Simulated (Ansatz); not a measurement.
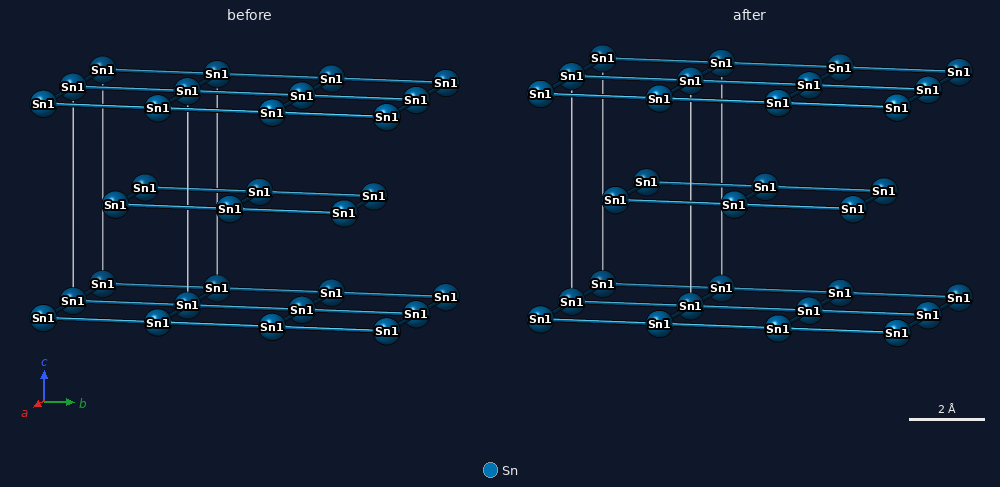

Left: a symmetric starting cell of Sn. Right: the same structure after one change, at the same scale. A ball-and-stick model of the conventional cell (2 times the calculation's cell), repeated 2 × 3 × 1 with one cell outlined, seen slightly off an axis. Lengths and directions refer to the drawn axes.

Computed with DFT PBE, scalar-relativistic, plane waves, PAW in Ansatz. Set-up: plane-wave cutoff 420 eV; k-point mesh 12 × 12 × 16; occupations gaussian; smearing width 0.1 eV; no spin polarisation.

Which change leads from the left to the right?

The cell is strained by +5.2 % along c, +4.0 % along [1 −1 0], +3.5 % along [1 1 0] (volume +13.3 %), the atoms keeping their fractional coordinates. No relaxation follows. The starting cell wasn't computed here and needn't be at equilibrium, so pressure and forces aren't due to the change alone.

And its effect?

The pressure is −5.0 GPa (not all of it need come from the change, since the unchanged cell can be under pressure at this level too). The principal stresses (compression positive) are −6.3 GPa along c and −4.4 GPa across it. All forces vanish by symmetry. Near-neighbour distances before and after: Sn–Sn 3.181 → 3.299 Å. The space group (tolerance 0.01 Å) goes from I4/mmm (No. 139) to Fmmm (No. 69).
